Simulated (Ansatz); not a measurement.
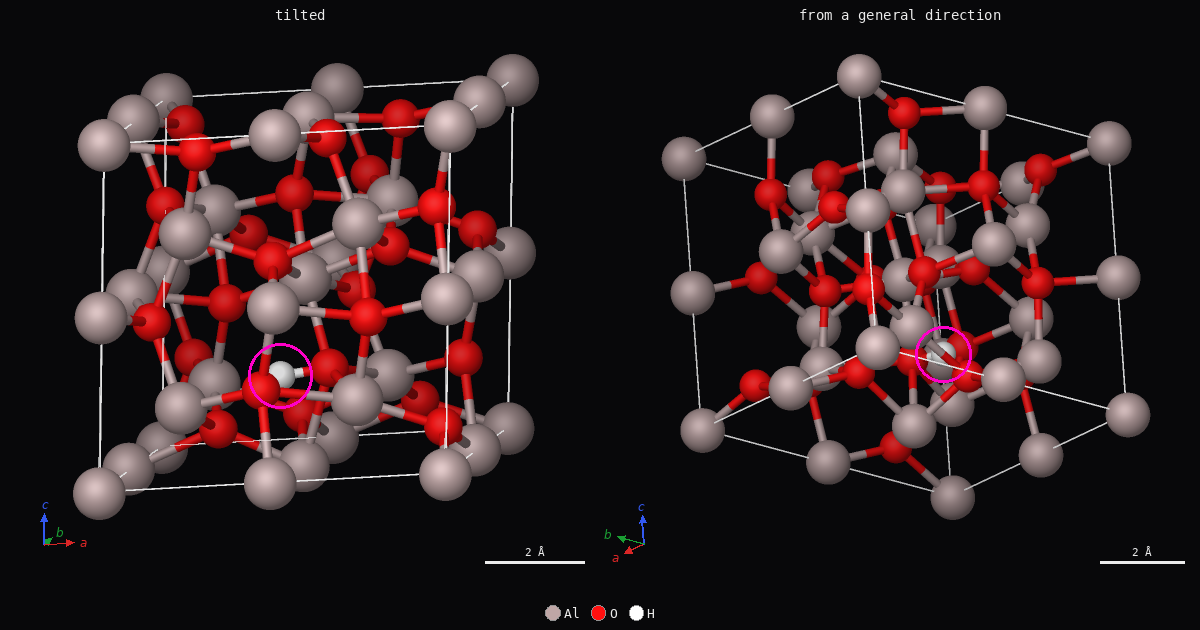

The crystal in a ball-and-stick representation, seen slightly off an axis and from a general direction. One supercell is outlined, and atoms on its boundary appear in each equivalent place. The host is Al2O3, in a cell of 40 sites, and the cell carries a charge of +1. A ring marks the defect's site.

> What imperfection does the supercell contain?

An interstitial hydrogen atom. It is bonded to one O at about 1.0 Å. Not all metal-metal contacts are counted.

The atoms were relaxed in the host's cell with Ansatz, DFT PBE, scalar-relativistic, plane waves, PAW.
